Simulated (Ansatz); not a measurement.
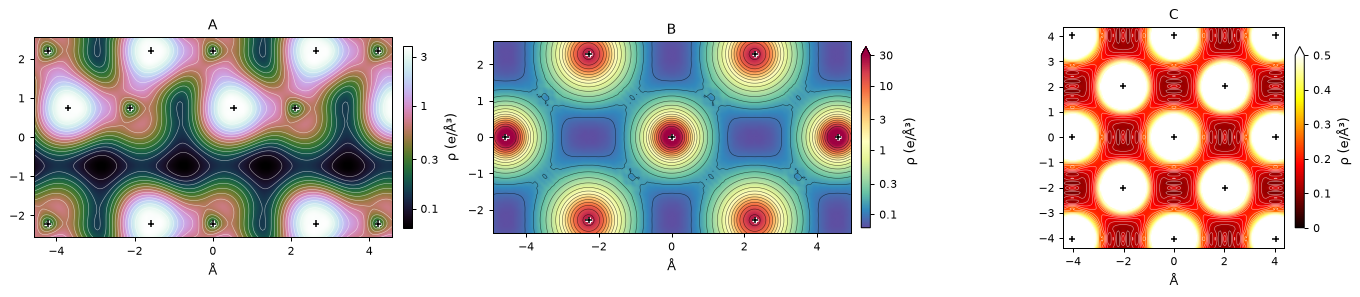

The valence charge density (pseudo) of 3 systems, each on a plane through atoms (crosses mark nuclei in the plane).

These are results of Ansatz 0.2.0, DFT PBE, scalar-relativistic, plane waves, PAW, not measurements.

System 1: BN, the (110) plane of the calculation cell. Space group P6₃mc; a structure from a database of computed crystals, not necessarily the ambient phase.

```cif
data_structure
_symmetry_space_group_name_H-M 'P 1'
_symmetry_Int_Tables_number 1
_cell_length_a 2.5546
_cell_length_b 2.5546
_cell_length_c 8.4490
_cell_angle_alpha 90.000
_cell_angle_beta 90.000
_cell_angle_gamma 120.000
_cell_volume 47.75
loop_
_atom_site_label
_atom_site_type_symbol
_atom_site_fract_x
_atom_site_fract_y
_atom_site_fract_z
_atom_site_occupancy
B1 B 0.66667 0.33333 0.49990 1
B2 B 0.66667 0.33333 0.99990 1
B3 B 0.33333 0.66667 0.24990 1
B4 B 0.33333 0.66667 0.74990 1
N1 N 0.66667 0.33333 0.31260 1
N2 N 0.66667 0.33333 0.81260 1
N3 N 0.33333 0.66667 0.06260 1
N4 N 0.33333 0.66667 0.56260 1
```

System 2: NiGe3, the (100) plane of the conventional cell. Space group Pm-3m; started from the Cu3Au (L1_2) prototype, which need not be the ambient phase; the program warned that a starting moment wasn't kept; spin-polarised, but the moments vanished.

```cif
data_structure
_symmetry_space_group_name_H-M 'P 1'
_symmetry_Int_Tables_number 1
_cell_length_a 4.0352
_cell_length_b 4.0352
_cell_length_c 4.0352
_cell_angle_alpha 90.000
_cell_angle_beta 90.000
_cell_angle_gamma 90.000
_cell_volume 65.70
loop_
_atom_site_label
_atom_site_type_symbol
_atom_site_fract_x
_atom_site_fract_y
_atom_site_fract_z
_atom_site_occupancy
Ge1 Ge 0.00000 0.50000 0.50000 1
Ge2 Ge 0.50000 0.00000 0.50000 1
Ge3 Ge 0.50000 0.50000 0.00000 1
Ni1 Ni 0.00000 0.00000 0.00000 1
```

System 3: Ga3Sb, the (001) plane of the conventional cell. Space group I4/mmm; a structure from a database of computed crystals, not necessarily the ambient phase.

```
CELL_PARAMETERS angstrom
4.57133 0.00000 0.00000
0.00000 4.57133 0.00000
0.00000 0.00000 8.44065
ATOMIC_POSITIONS crystal
Ga 0.00000 0.50000 0.25000
Ga 0.50000 0.00000 0.75000
Ga 0.50000 0.00000 0.25000
Ga 0.00000 0.50000 0.75000
Ga 0.00000 0.00000 0.50000
Ga 0.50000 0.50000 0.00000
Sb 0.00000 0.00000 0.00000
Sb 0.50000 0.50000 0.50000
```

**Which map belongs to which system?**

Panel A is system 1, BN: the plane holds B and N. B–N (1.57 Å): the density is about 1.4 e/Å³ at the midpoint. Panel B is system 3, Ga3Sb: the plane holds Ga and Sb. Ga–Sb (3.23 Å): the density is about 0.14 e/Å³ at the midpoint. Panel C is system 2, NiGe3: the plane holds Ge and Ni. Ni–Ge (2.85 Å): ρ is about 0.21 e/Å³ halfway.
